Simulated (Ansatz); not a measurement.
**Geometry relaxation of Ni (part 1 of 2)**

Ni (I4/mmm, 1 atom in the cell), computed with DFT PBEsol, scalar-relativistic, plane waves, PAW, spin-polarised (Ansatz 0.2.0).

The structure was made by swapping elements on the sites of another compound; it need not be a known phase. It belongs to a series of runs on one base structure; here: Cu -> Ni on all its sites, cell and atoms relaxed. Figures and captions count atoms from 1; the log counts them from 0 in places.

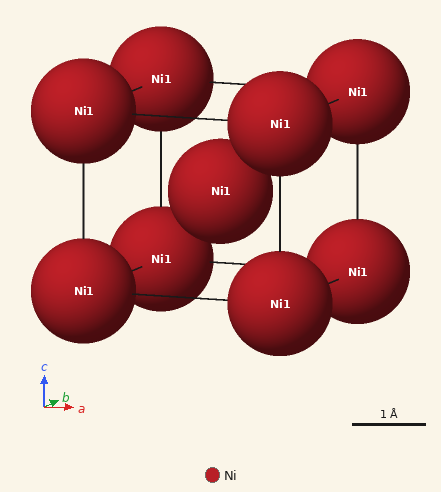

Figure 1. The structure as given in the input (spheres-only view of the cell 2 times as large as that of the calculation, set on its symmetry axes, seen slightly off an axis; atoms are numbered from 1 in the order of the input). An atom can appear more than once, as a periodic image.

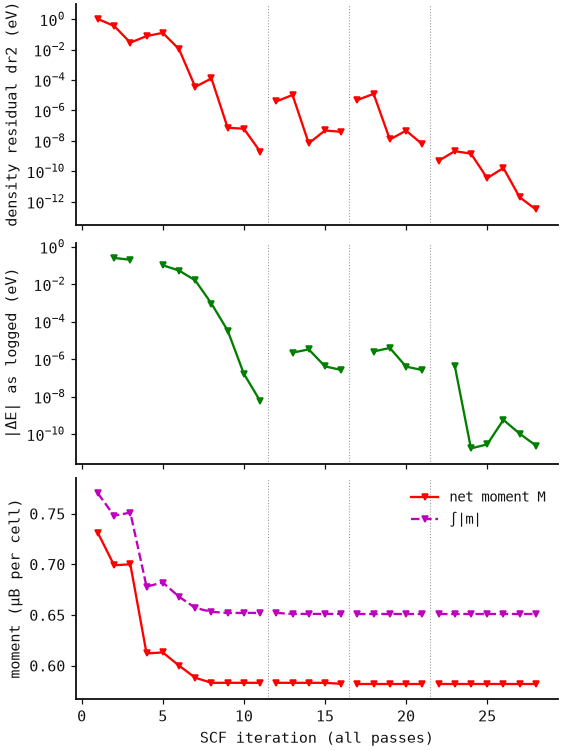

Figure 2. Convergence of the self-consistent field: density residual dr2, size of the energy change and magnetic moment against the SCF iteration. The dotted lines part the SCF passes of the relaxation: geometry steps, rejected trials and re-solves on a re-selected basis. The passes take 11, 5, 5 and 7 iterations. The net moment goes from 0.7 to 0.6 μB per cell.

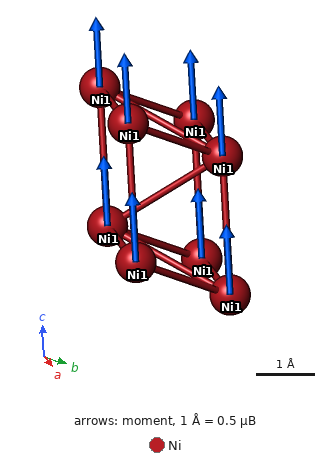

Figure 3. Magnetic moments of the sites as blue arrows (ball-and-stick view of the cell of the calculation, seen slightly off an axis; atoms are numbered from 1 in the order of the input); small moments hardly show. The run is collinear, so the axis drawn is arbitrary. Site moments: Ni1 (0.61 μB). They are counted near the atoms and needn't add up to the moment of the cell.

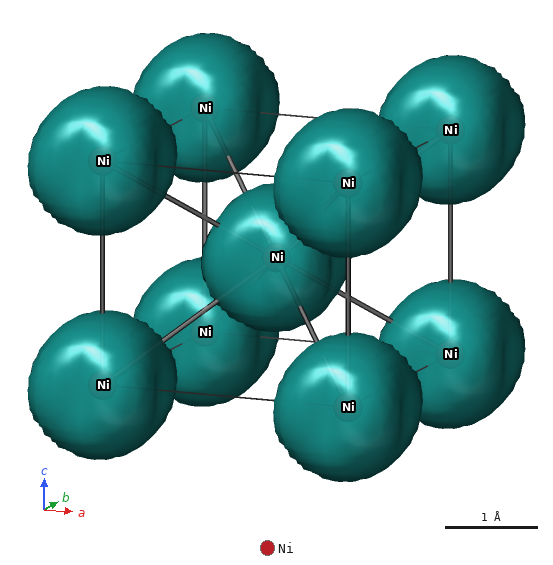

Figure 4. Isosurfaces of the magnetisation density (up minus down) at +0.04 (teal) and −0.04 e/Å³ (pink), seen slightly off an axis. Sticks mark near contacts. The outline is the cell set on symmetry axes. The cell of the calculation (1 atoms) carries 0.6 μB net. Only one sign reaches the isovalue. Core electrons are frozen (PAW), so the fields are smoothed inside the atomic spheres.

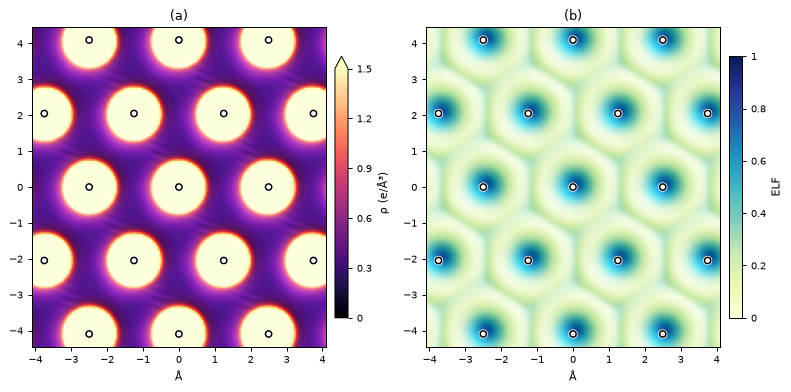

Figure 5. (a) valence electron density; (b) ELF on the (11̄0) plane of the conventional cell. Circles mark the nuclei in the plane (Ni). Atoms in the plane: Ni. Ni–Ni (2.40 Å): ρ is about 0.34 e/Å³ halfway; the ELF is about 0.25 at the midpoint; no shared electron pair. Ni–Ni (2.50 Å): the density is about 0.33 e/Å³ at the midpoint; the ELF is about 0.25 at the midpoint (no shared electron pair). Away from the nuclei the density in this plane falls to 0.29 e/Å³ at its lowest. The strong features right at Ni lie inside the PAW spheres (semicore, d or f shells) and say nothing about bonding.

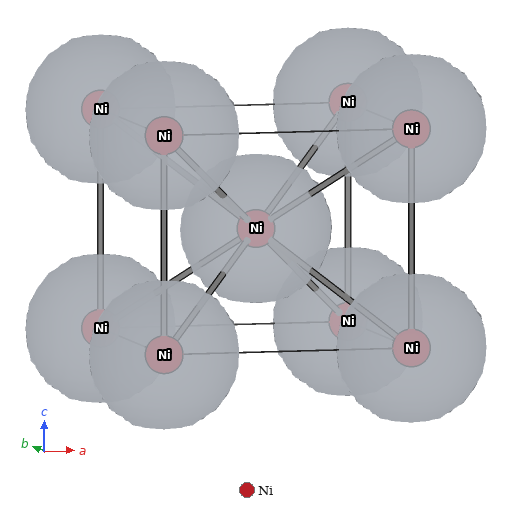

Figure 6. Isosurface of the valence charge density (pseudo) at 0.8 e/Å³ (grey), seen slightly off an axis. Sticks mark near contacts. The outline is the cell set on symmetry axes. At this value the density breaks into separate islands; it holds about 85 % of the electrons treated as valence (semicore included). It is pinched off along the Ni–Ni (2.40 Å) and Ni–Ni (2.50 Å) contacts. On the grid the lowest density along these lines, outside the cores, is 0.37 e/Å³ (Ni–Ni, 2.40 Å) and 0.33 e/Å³ (Ni–Ni, 2.50 Å).

The input that produced these results follows, with the program's output.

**Input file**
```yaml
crystal:
  lattice:
    - [-1.4489103875, 1.4489103875, 1.2505525887]
    - [1.4489103875, -1.4489103875, 1.2505525887]
    - [1.4489103875, 1.4489103875, -1.2505525887]
  atoms:
    - { symbol: Ni, position: [0.0, 0.0, 0.0], spin: 0.75 }
basis:
  ecutwfc: 420
kpoints:
  mp_grid: { grid: [22, 22, 22] }
hamiltonian:
  xc: pbesol
scf:
  occupations: { method: gaussian, width: 0.1 }
output:
  forces: true
  stress: true
  eigenvalues: true
  populations: true
  write_density: true
  write_potential: true
  elf: true
  volumetric_format: npy
magnetization:
  spin_polarized: true
relax:
  adjacent_minimum: "off"
  f_tol: 0.01
  max_steps: 60
  cell: { stress_tol: 0.1 }
```

Launched with:
```bash
ansatz run input.yaml --threads 1 --pin off --max-ram 2560MiB --backend cpu --events-out ev --progress --plain --runs-dir out
```

**Log**
```
Engine: ansatz 0.2.0, x86_64-unknown-linux-gnu
Pseudopotentials: kind: paw
Pseudopotential: Ni, paw, valence charge 18, recommended cutoff 420 eV (normal), Ni.paw.azcp
Functional definition: PBEsol
  exchange = pbesol_x
  correlation = pbesol_c
Crystal: 1 atoms, lattice volume = 10.501 Å³
Basis set: ecut = 420 eV, 193 PW (Γ), exchange–correlation on 36×36×36 points (8 copies of the dense FFT grid, shifted against one another)
Bands: 14, of which v1, the nominal top of the filled ones, is band 9 counted from 1 (8 counted from 0)
Symmetry: 16 space group operations
Space group: I4/mmm (ITA 139), of the structure as read, at distance tolerance 2.2e-5 Å
Magnetic group: BNS 139.531 (UNI 1191), of the structure as read, at distance tolerance 2.2e-5 Å
k-points: 834 of 10648
Non-local potential: Ni, projectors of the file, l = 0: 3, l = 1: 2, l = 2: 3, l = 3: 1
PAW form: soft (Blöchl's): semilocal exchange-correlation on the pseudo side does not see the compensation charge
PAW frozen core: Ni, regenerated for the run's functional, and the local potential with it (the file was generated under x = pbe(κ = 0.804, μ = 0.2195149727645171), c = pbe(β = 0.06672455060314922))
PAW one-centre angular grid: Ni, 590 points (default); XC on 64 Gauss nodes
Initial density: superposition of atomic densities (chi_scale 0.1, normalization cell)
Starting moments: Σ|m| = 0.75 μB on 1 of 1 site
Initial wavefunctions: pseudopotential atomic-orbital guess
Functional: x = pbesol(κ = 0.804, μ = 0.12345679012345678), c = pbesol(β = 0.046)
SCF iter   1: F=—  HF=-5804.186467 eV  |F-HF|=—  |Δ(HF+E_count)|=         —  Δρ=8.51e-2 (↑4.67e-2 ↓8.51e-2)  dr2=1.03e0  dr2_m=3.97e-2  M=0.731 μB ∫|m|=0.770 μB  β_m=0.30  ethr=3.10e-3  ⟨swp⟩=5.1  Hψ=122191  notcnv=0
Mixer restart at iter 1: flushing history
preconditioner: auto → none  [metal: Δε(μ)=0.003 eV  Ē_g=16.350 eV  σ=0.100 eV  W_gap=0.01  n_scr=0 (ndim 8)  ℏωp=36.2 eV  f_vac=0.000  D(μ)=1.67/eV (n_scr^D=18)]
SCF iter   2: F=—  HF=-5803.935053 eV  |F-HF|=—  |Δ(HF+E_count)|=   2.51e-1  Δρ=5.24e-2 (↑5.24e-2 ↓3.55e-2)  dr2=3.59e-1  dr2_m=1.53e-2  M=0.699 μB ∫|m|=0.748 μB  β_m=0.25  ethr=3.10e-3  ⟨swp⟩=3.0  Hψ=54096  notcnv=0  defer=1038
SCF iter   3: F=—  HF=-5804.134712 eV  |F-HF|=—  |Δ(HF+E_count)|=   2.00e-1  Δρ=2.13e-2 (↑2.13e-2 ↓1.53e-2)  dr2=2.85e-2  dr2_m=1.19e-2  M=0.700 μB ∫|m|=0.751 μB  β_m=0.62  ethr=2.00e-3  ⟨swp⟩=2.7  Hψ=40011  notcnv=0  defer=1046
SCF iter   4: F=—  HF=-5804.824265 eV  |F-HF|=—  |Δ(HF+E_count)|=         —  Δρ=2.82e-2 (↑8.70e-3 ↓2.82e-2)  dr2=7.76e-2  dr2_m=1.15e-2  M=0.612 μB ∫|m|=0.678 μB  β_m=0.62  ethr=1.58e-4  ⟨swp⟩=2.3  Hψ=46629  notcnv=0  defer=1074
Mixer restart at iter 4: flushing history
SCF iter   5: F=—  HF=-5804.926575 eV  |F-HF|=—  |Δ(HF+E_count)|=   1.02e-1  Δρ=2.81e-2 (↑2.81e-2 ↓2.07e-2)  dr2=1.26e-1  dr2_m=1.59e-3  M=0.613 μB ∫|m|=0.682 μB  β_m=0.43  ethr=1.58e-4  ⟨swp⟩=2.4  Hψ=56035  notcnv=0  defer=1071
SCF iter   6: F=—  HF=-5804.872995 eV  |F-HF|=—  |Δ(HF+E_count)|=   5.36e-2  Δρ=1.22e-2 (↑2.39e-3 ↓1.22e-2)  dr2=1.08e-2  dr2_m=3.53e-3  M=0.600 μB ∫|m|=0.668 μB  β_m=0.47  ethr=1.58e-4  ⟨swp⟩=2.4  Hψ=49042  notcnv=0  defer=1057
SCF iter   7: F=—  HF=-5804.888950 eV  |F-HF|=—  |Δ(HF+E_count)|=   1.60e-2  Δρ=2.24e-3 (↑1.90e-3 ↓2.24e-3)  dr2=3.52e-5  dr2_m=4.00e-4  M=0.588 μB ∫|m|=0.657 μB  β_m=0.77  ethr=6.00e-5  ⟨swp⟩=2.1  Hψ=38973  notcnv=0  defer=1008
SCF iter   8: F=—  HF=-5804.889877 eV  |F-HF|=—  |Δ(HF+E_count)|=   9.27e-4  Δρ=9.14e-4 (↑9.14e-4 ↓5.95e-4)  dr2=1.27e-4  dr2_m=2.91e-6  M=0.583 μB ∫|m|=0.653 μB  β_m=0.89  ethr=1.96e-7  ⟨swp⟩=2.0  Hψ=40114  notcnv=0  defer=969
SCF iter   9: F=—  HF=-5804.889843 eV  |F-HF|=—  |Δ(HF+E_count)|=   3.37e-5  Δρ=7.38e-5 (↑4.88e-5 ↓7.38e-5)  dr2=7.26e-8  dr2_m=3.51e-7  M=0.583 μB ∫|m|=0.652 μB  β_m=0.88  ethr=1.96e-7  ⟨swp⟩=2.4  Hψ=35630  notcnv=0  defer=964
SCF iter  10: F=—  HF=-5804.889843 eV  |F-HF|=—  |Δ(HF+E_count)|=   1.65e-7  Δρ=1.62e-5 (↑1.62e-5 ↓1.58e-5)  dr2=6.26e-8  dr2_m=2.25e-10  M=0.583 μB ∫|m|=0.652 μB  β_m=0.92  ethr=4.03e-10  ⟨swp⟩=2.1  Hψ=36034  notcnv=0  defer=964
SCF iter  11: F=-5804.889843 eV  HF=-5804.889843 eV  |F-HF|=1.80e-9  |Δ(HF+E_count)|=   5.96e-9  Δρ=3.37e-6 (↑2.67e-6 ↓3.37e-6)  dr2=1.98e-9  dr2_m=4.03e-11  M=0.583 μB ∫|m|=0.652 μB  ethr=3.48e-10  ⟨swp⟩=7.9  Hψ=132895  notcnv=0
SCF 1 converged in 11 iterations: F = -5804.889843 eV  dr2 = 1.98e-9
  greatest PAW one-centre occupation: 1.001 electrons in one spin orbital (limit 2), on the Ni atom at site 0 (counted from 0), in its partial waves of l = 1
relax step   1: F+E_penalty+E_count = -5804.88984295 eV  Δ(F+E_penalty+E_count) = +0.000e0 eV  max|allowed force component| = 0.000e0 eV/Å  Δτ_max = 0.0000 Å  P = -0.290 GPa  Ω = 10.501 Å³  (11 SCF iters, dr2 threshold 1.00e-7 eV, accepted)
Crystal: 1 atoms, lattice volume = 10.495 Å³
Initial density: handed on by an earlier stage of this run
Starting moments: Σ|m| = 0.75 μB on 1 of 1 site; this step starts from the density that it was given
Initial wavefunctions: those handed on with the density
iter 1 solved again at ethr=2.23e-8 eV; its pass at ethr=3.10e-3 eV (dr2=4.01e-6 eV) is discarded
```
